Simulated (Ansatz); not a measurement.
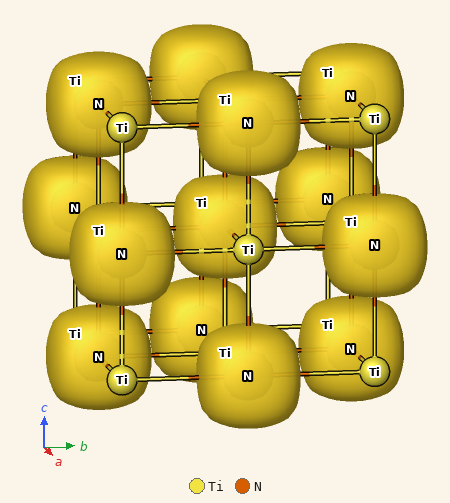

Figure. TiN. Isosurface of the ELF at 0.65 (yellow), seen slightly off an axis. Core shells and regions of very low density are left out. Sticks mark near contacts.

Space group Fm-3m; computed without spin polarisation.

Method: DFT PBE, scalar-relativistic, plane waves, PAW (Ansatz 0.2.0).

Describe the localisation domains.

Answer. At this value the surface marks out four regions wrapped around N (the valence shell of each), counted in one cell of 8 atoms. Regions shared between cells count once.

Values along the shortest contacts:
Ti–N (2.12 Å): the ELF peaks at about 0.80 in the valence shell of N, 0.7 Å from its nucleus, and is about 0.20 at the midpoint (no shared electron pair shows on this line).

Does the calculation make it a metal, or give it a gap?

Answer. It is metallic or semimetallic at this level of theory: no gap opens; semilocal functionals without U, or without the true magnetic order, often close the gap of such compounds.
